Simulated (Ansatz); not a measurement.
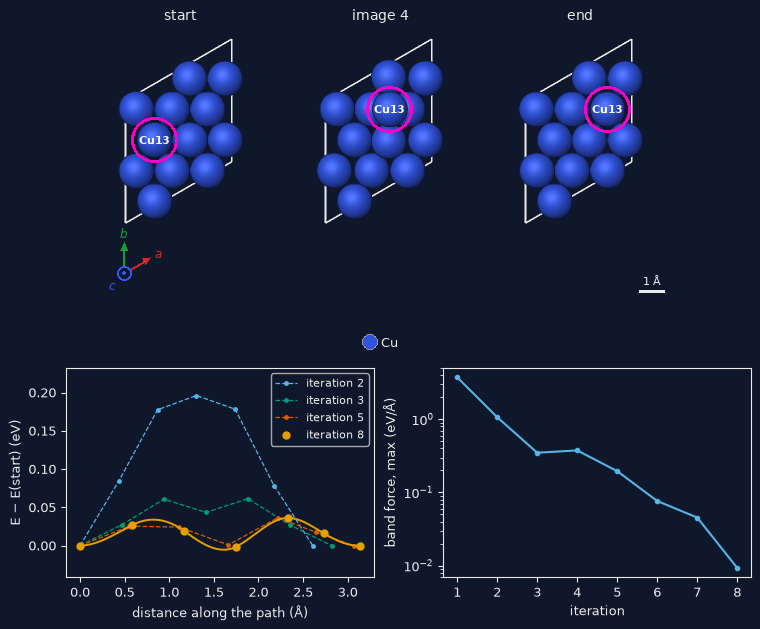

NEB run on Cu on Cu(111) (13 atoms in the cell). Images are numbered from 0 (start) to 6 (end). The plot follows the band through its iterations. Style: spheres-only. Shown: the simulation cell, with the vacuum cut short (origin moved), along the c axis. The moving atom is ringed, with any periodic copies.

Theory: DFT PBE, scalar-relativistic, plane waves, PAW (Ansatz 0.2.0). Run with plane-wave cutoff 420 eV; k-point mesh 4 × 4 × 1; Gaussian smearing 0.05 eV; 4 atoms held fixed; 5 movable images; climbing image; force threshold 0.03 eV/Å; iteration limit 59; starting path by straight interpolation.

Judge this run.

Answer. The run is converged, with reservations. The band converged in 8 iterations. The largest component of the band force went from 3.8 to 0.0093 eV/Å. The climbing image converged on the top of the path. A check of its curvatures found one unstable direction (−0.33 eV/Å²), as a transition state must have. The first iteration put the highest image at 0.653 eV. Relative to the start the highest point is image 4 at +0.036 eV and the end lies at 0.000 eV, but the profile dips to −0.002 eV at image 3 on the way, so the process runs in steps.

Limits of the set-up: the periodic images lie only 5.1 Å apart, so the values are limited by the cell's size.

The run took 17 min on 4 threads of AMD EPYC 7R13 Processor (Zen 3), on a shared host, peak memory 2.8 GiB.

PAW datasets: the set soft_1.
